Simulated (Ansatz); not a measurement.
**Energy of SiC along an even scaling of the cell**

System: SiC (F-43m, 2 atoms in the cell).
Method: Kohn-Sham DFT of a periodic cell, HSE06, Ansatz PAW, no spin polarisation (Ansatz 0.2.0).

The 5 runs differ only in the geometry, by an even scaling of the cell at fixed fractional positions. The structure derives from an entry of the Crystallography Open Database.

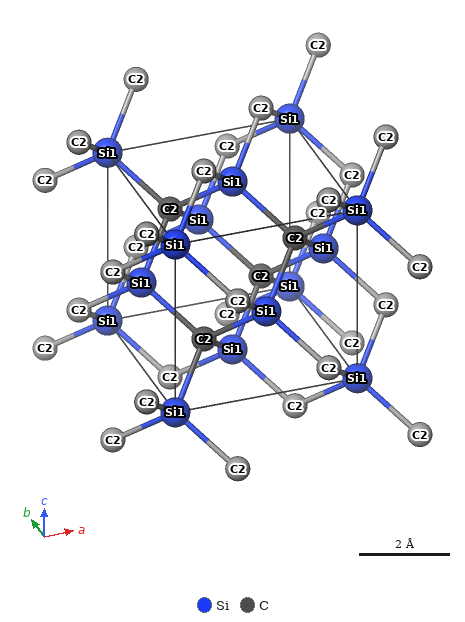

Figure 1. The structure of run 3 (ball-and-stick view of the cell 4 times as large as that of the calculation, set on its symmetry axes, seen at an oblique angle; neighbours outside the cell are drawn fainter; atoms are numbered from 1 in the order of the input).

### Input of run 3
```yaml
crystal:
  lattice:
    - [0.0, 2.179, 2.179]
    - [2.179, 0.0, 2.179]
    - [2.179, 2.179, 0.0]
  atoms:
    - { symbol: Si, position: [0.0, 0.0, 0.0] }
    - { symbol: C, position: [0.75, 0.75, 0.75] }
hamiltonian:
  xc: hse06
  pseudopotentials: { kind: paw }
kpoints:
  mp_grid: { grid: [5, 5, 5] }
scf:
  occupations: { method: fermi_dirac, width: 0.05 }
output:
  forces: true
  stress: true
  eigenvalues: true
```

Command:
```bash
ansatz run input.yaml --threads 2 --pin off --max-ram 5632MiB --backend cpu --events-out ev --progress --plain --runs-dir out
```

Run 4 differs from it as follows:
```diff
-    - [0.0, 2.179, 2.179]
-    - [2.179, 0.0, 2.179]
-    - [2.179, 2.179, 0.0]
+    - [0.0, 2.2076743409, 2.2076743409]
+    - [2.2076743409, 0.0, 2.2076743409]
+    - [2.2076743409, 2.2076743409, 0.0]
```

### Results, with one run withheld

| run | volume per atom (Å³) | free energy per atom, from the lowest run given (meV) | pressure (GPa) | gap on the mesh (eV) |
| --- | --- | --- | --- | --- |
| 1 | 9.725 | 24.17 | 14.55 | 2.73 |
| 2 | 9.932 | 9.20 | 8.75 | 2.73 |
| 3 | 10.346 | 0.00 | −1.30 | 2.73 |
| 4 | 10.760 | ? | ? | ? |
| 5 | 10.967 | 29.22 | −13.17 | 2.73 |

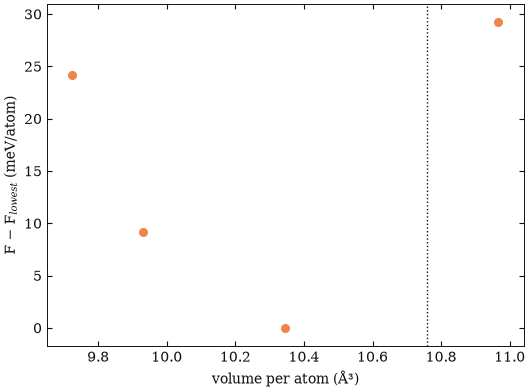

Figure 2. Free energy per atom of the runs given; the dotted line marks run 4.

What should run 4 give?

A quadratic polynomial in V^(−2/3) (the Birch–Murnaghan form), fitted to the 4 runs given, misses them by at most 0.04 meV per atom. With x = V^(−2/3) − 0.21228 Å⁻², it reads F = 0.043 + 639.25 x + 3.7632e+05 x² (meV per atom). At run 4 it gives 14.50 meV per atom, and the run itself gives 14.52. The slope of the fit gives a pressure −dF/dV of −9.59 GPa there, and the run prints −9.61 GPa. The fit has its minimum at 10.286 Å³ per atom, where V d²F/dV² gives 233 GPa: the bulk modulus at this level, since symmetry fixes the shape and the positions.

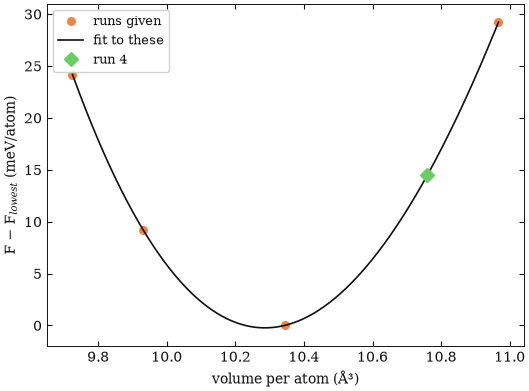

Figure 3. The fit and the withheld run.

### Output, shortened to warnings, some set-up lines, iterations and results (run 4)
```
Warning: output.stress: scf.convergence.dr2_threshold = 1e-7 eV (the SCF's general default) is looser than the 2e-10 eV advised for a printed stress (1e-10 eV for each atom of the cell: 2). What an SCF threshold leaves in a stress goes as its square root, and in the free energy as the threshold itself, and one threshold admits the most on a small cell: of the crystals measured, under no hybrid …
Warning: output.stress: scf.exx.energy_threshold = 1e-6 eV is looser than the 2e-8 eV advised for a stress under a hybrid functional (1e-8 eV for each atom of the cell: 2). Every SCF of the exchange loop can meet its threshold on dr2 while the loop round them stops early: no threshold on dr2 bounds what that leaves in the stress. Set scf.exx.energy_threshold to 2e-8 eV or tighter. The threshold …
Basis set: ecut = 420 eV, 411 PW (Γ), exchange–correlation on 48×48×48 points (8 copies of the dense FFT grid, shifted against one another)
Symmetry: 24 space group operations
k-points: 10 of 125 (time reversal used)
Initial density: superposition of atomic densities (neutral atoms: chi_scale 0, normalization atom), corrected by the library's trained network
[...]
SCF iter   1: F=—  HF=-887.114297 eV  |F-HF|=—  |Δ(HF+E_count)|=         —  Δρ=1.17e-3  dr2=1.53e-4  ethr=1.77e-3  ⟨swp⟩=2.0  Hψ=538  notcnv=0
SCF iter   2: F=-887.114458 eV  HF=-887.114409 eV  |F-HF|=4.89e-5  |Δ(HF+E_count)|=   1.12e-4  Δρ=5.02e-4  dr2=1.39e-5  ethr=1.66e-7  ⟨swp⟩=2.2  Hψ=270  notcnv=0
SCF 1 stopped early in 2 iterations: F = -887.114458 eV  dr2 = 1.39e-5
SCF iter   1: F=—  HF=-887.731313 eV  |F-HF|=—  |Δ(HF+E_count)|=         —  Δρ=5.69e-3  dr2=4.26e-3  ethr=1.74e-6  ⟨swp⟩=6.5  Hψ=419  notcnv=0
SCF iter   2: F=—  HF=-887.729657 eV  |F-HF|=—  |Δ(HF+E_count)|=   1.66e-3  Δρ=2.61e-3  dr2=9.29e-4  ethr=1.74e-6  ⟨swp⟩=3.3  Hψ=163  notcnv=0
SCF iter   3: F=—  HF=-887.731567 eV  |F-HF|=—  |Δ(HF+E_count)|=   1.91e-3  Δρ=6.34e-4  dr2=9.03e-5  ethr=1.74e-6  ⟨swp⟩=3.3  Hψ=164  notcnv=0
SCF iter   4: F=—  HF=-887.731541 eV  |F-HF|=—  |Δ(HF+E_count)|=   2.55e-5  Δρ=1.98e-4  dr2=1.06e-5  ethr=1.01e-6  ⟨swp⟩=3.0  Hψ=144  notcnv=0
SCF iter   5: F=-887.731556 eV  HF=-887.731557 eV  |F-HF|=4.85e-7  |Δ(HF+E_count)|=   1.52e-5  Δρ=8.89e-5  dr2=1.30e-6  ethr=1.07e-7  ⟨swp⟩=3.1  Hψ=175  notcnv=0
SCF 2 stopped early in 5 iterations: F = -887.731556 eV  dr2 = 1.30e-6
SCF iter   1: F=—  HF=-887.731548 eV  |F-HF|=—  |Δ(HF+E_count)|=         —  Δρ=2.97e-5  dr2=1.60e-7  ethr=2.98e-7  ⟨swp⟩=4.7  Hψ=227  notcnv=0
SCF iter   2: F=-887.731548 eV  HF=-887.731548 eV  |F-HF|=3.83e-11  |Δ(HF+E_count)|=   3.55e-8  Δρ=7.94e-6  dr2=9.59e-9  ethr=1.95e-9  ⟨swp⟩=2.9  Hψ=138  notcnv=0
SCF 3 converged in 2 iterations: F = -887.731548 eV  dr2 = 9.59e-9
  Residual-converged pass: ⟨swp⟩=3.4  Hψ=167  notcnv=0  max |occ|·‖R‖ = 2.1e-6 eV (tolerance 2.4e-6 eV)  dr2=9.46e-9  dr2_onsite=3.36e-10  max |Δocc| = 1.0e-21
hybrid outer 2: dexx = +2.786e-8 eV, tail = 2.04e-8 eV, Δε = 1.20e-3 eV (about 1.16e-4 eV left of the loop's levels)
hybrid SCF converged: 2 outer / 7 inner (+2 warm-up), last move |dexx| = 2.79e-8 eV, tail = 2.04e-8 eV
Stability not checked: this state was not tested for a lower state beside it, because the functional holds exact exchange (a hybrid, or Hartree-Fock), whose exchange loop this test does not read (fock_operator; see scf.lower_state_search)
Free energy (F): -887.731548 eV
Frozen-core exchange: fock
Harris-Foulkes:  -887.731548 eV  (|F-HF|=3.83e-11)
Internal energy: -887.731548 eV  (E = F + TS)
E sigma→0 (E₀):  -887.731548 eV
Fermi energy:    9.755349 eV
--- Per-component energies (eV) ---
  E_band       = 16.297088
  E_kinetic    = 133.732790
  E_local      = -105.773503  (includes V_loc(G=0)·N_el)
  E_nonlocal   = 50.012315
  E_hartree    = 32.610018
  E_xc         = -85.171586
  E_vxc        = -87.648122  (∫ρ·V_xc dr)
  E_exx        = -15.024200  (= α·E_x^exact, valence–valence)
  E_paw        = -616.956187  (= ΣΔE_a)
  E_vpaw       = -9.197369  (= ΣTr[D̂ρ^β])
  E_aug_tail   = 0.000012  (compensation charges beyond the density's cutoff)
  E_ewald      = -281.084871
  E_core_change = -0.076335  (= ΣΔE_core)
  E_smearing   = -0.000000  (= −TS)
  E_closure    = -0.000002  (closes the sum)
  Σ components = -887.731548   (vs F -887.731548, Δ=0.00e0)
--- Forces (eV/Å), atoms counted from 1 ---
  atom   1  Si    -0.00000000     0.00000000     0.00000000
  atom   2  C      0.00000000    -0.00000000    -0.00000000
  max |Σ_I F_I| component: 1.11e-16 eV/Å
--- Stress (GPa, compression-positive) ---
       -9.607642       0.000000      -0.000000
       -0.000000      -9.607642       0.000000
        0.000000       0.000000      -9.607642
  P = ⅓ Tr σ = -9.6076 GPa (-96.076 kbar)
```

Warnings of the run: the exchange loop's threshold is looser than advised for the stress; the SCF threshold is looser than advised for the printed stress.
